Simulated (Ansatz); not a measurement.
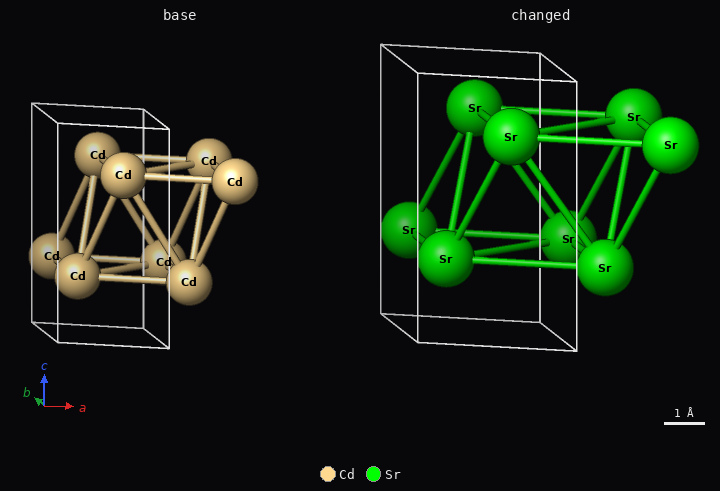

Left: solid Cd (set up in P6_3/mmc). Right: the same structure after one change, at the same scale. The picture is a ball-and-stick view of the cell of the calculation, repeated 2 × 2 × 1 with one cell outlined, seen slightly off an axis.

All numbers below come from DFT PBEsol, scalar-relativistic, plane waves, PAW (Ansatz 0.2.0). (plane-wave cutoff 420 eV; occupations gaussian; smearing width 0.1 eV; no spin polarisation) The k-mesh is chosen for each cell (18×18×8, 12×12×6).

What was changed?

Answer. Every cadmium atom is replaced by strontium, which gives Sr. Cell and atoms are relaxed again (to zero pressure within 0.1 GPa, forces under 0.01 eV/Å).

How do the computed properties respond?

Answer. The volume per atom goes from 21.06 to 52.56 Å³. Both are metals. The volume changes by +149.6 %, with a = b 2.944 → 4.196 Å (+42.5 %), c 5.610 → 6.893 Å (+22.9 %). The space group stays P6_3/mmc (No. 194).
